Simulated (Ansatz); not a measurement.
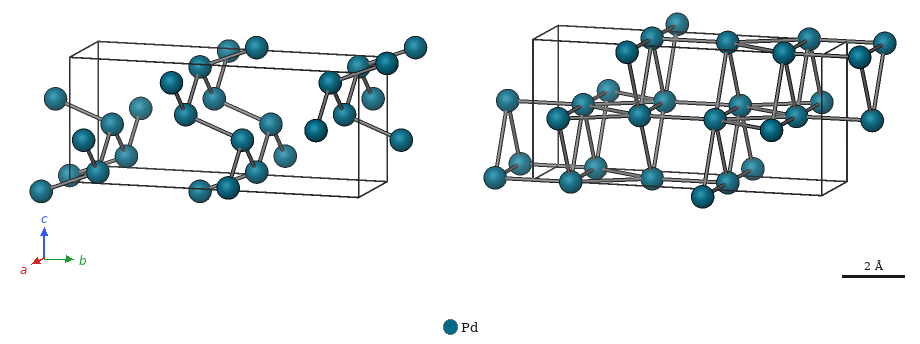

Two geometries of a crystal of Pd (built on the black phosphorus_64 type) (coarse preliminary run), drawn at one scale. One is the start of a relaxation, the other its converged end. A ball-and-stick model of the conventional cell (2 times the calculation's cell), seen slightly off an axis. Lengths and directions refer to the drawn axes.

These are results of Ansatz 0.2.0, DFT r2SCAN, scalar-relativistic, plane waves, PAW, not measurements. Set-up: plane-wave cutoff 500 eV; k-point mesh 6 × 6 × 4; occupations gaussian; smearing width 0.1 eV; no spin polarisation; cell and atoms relaxed; force threshold 0.04 eV/Å; at most 70 steps.

> Which geometry has the lower energy?

The right one is the relaxed one. Case: black phosphorus type (Cmce, No. 64). The largest moves relative to the cell, 0.53 Å, are those of Pd atoms. The volume changes by −0.7 %, with a 3.106 → 2.735 Å (−11.9 %), b 9.851 → 9.846 Å (−0.1 %), c 4.109 → 4.636 Å (+12.8 %). Among the contacts that change: Pd–Pd 3.454 → 2.716 Å, Pd–Pd 2.035 → 2.691 Å, Pd–Pd 2.068 → 2.576 Å, Pd–Pd 3.197 → 2.691 Å. New bonds form: Pd–Pd (3.45 → 2.72 Å). Bond angles that change, for instance: Pd–Pd–Pd 99.5° → 61.1°, Pd–Pd–Pd 103.4° → 90.0°. The space group (tolerance 0.01 Å) goes from Cmce (No. 64) to Fmmm (No. 69). Over 6 accepted moves (7 points after the start) the energy falls by 3673 meV per atom. The largest force component goes from 13 to 0.0047 eV/Å. Pressure: 118.92 GPa at the start and −0.15 GPa at the end. The SCF was repeated once at an unchanged geometry on a basis and grid sized afresh for the cell, which shifted the energy by 1.2 meV per atom at most.

Limits of the set-up: the k-point mesh is coarse for a cell with partly filled bands.
